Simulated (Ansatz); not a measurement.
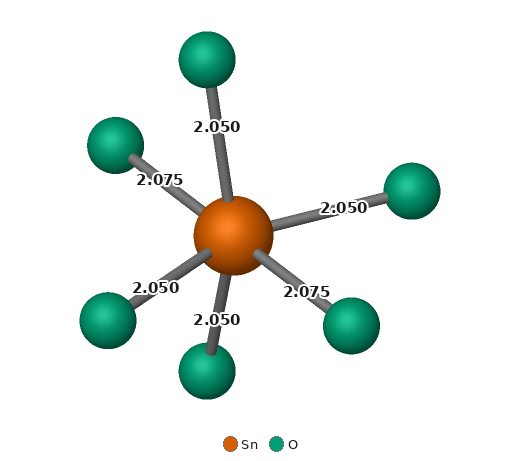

The surroundings of site Sn1 (at 0.000, 0.500, 0.250) in SnO2 (I4_1/amd, No. 141), with bond lengths in Å.

The cell is taken from coordinates from a relaxation with Ansatz, DFT, r2SCAN+rVV10, plane waves, PAW; the starting structure was generated, so it need not be a known form of this composition.

```
Sn O
1.0
     3.99255    0.00000    0.00000
     0.00000    3.99255    0.00000
     0.00000    0.00000   10.16262
Sn O
4 8
Direct
  0.00000 0.50000 0.25000
  0.00000 0.00000 0.00000
  0.50000 0.00000 0.75000
  0.50000 0.50000 0.50000
  0.00000 0.50000 0.04578
  0.50000 0.50000 0.29578
  0.00000 0.00000 0.20422
  0.00000 0.50000 0.45422
  0.50000 0.00000 0.54578
  0.00000 0.00000 0.79578
  0.50000 0.50000 0.70422
  0.50000 0.00000 0.95422
```

Bond valence s = exp((R0 − d)/b), R0 fitted to published crystal structures with b = 0.37 Å, summed over all anions within 5 Å; R0 in Å: Sn2+–O 1.962; Sn4+–O 1.887.

Question: Which oxidation state of Sn do these bonds support?

Answer: With the Sn2+ parameters the computed sum is 4 × 0.788 + 2 × 0.737 = 4.63. With the Sn4+ parameters the computed sum is 4 × 0.644 + 2 × 0.602 = 3.78. The sum matches its own assumption best for Sn4+, which also balances the formula's charge.

Question: And over the whole structure?

Answer:
| site | x, y, z | formal valence | bond-valence sum | difference |
| --- | --- | --- | --- | --- |
| Sn1 | 0.000, 0.500, 0.250 | +4 | 3.81 | -0.19 |
| O1 | 0.000, 0.500, 0.046 | −2 | 1.91 | -0.09 |

These sums include all anions within 5 Å. The global instability index (root mean square of the differences over all atoms) is 0.13 v.u.: moderate strain, common in real structures.
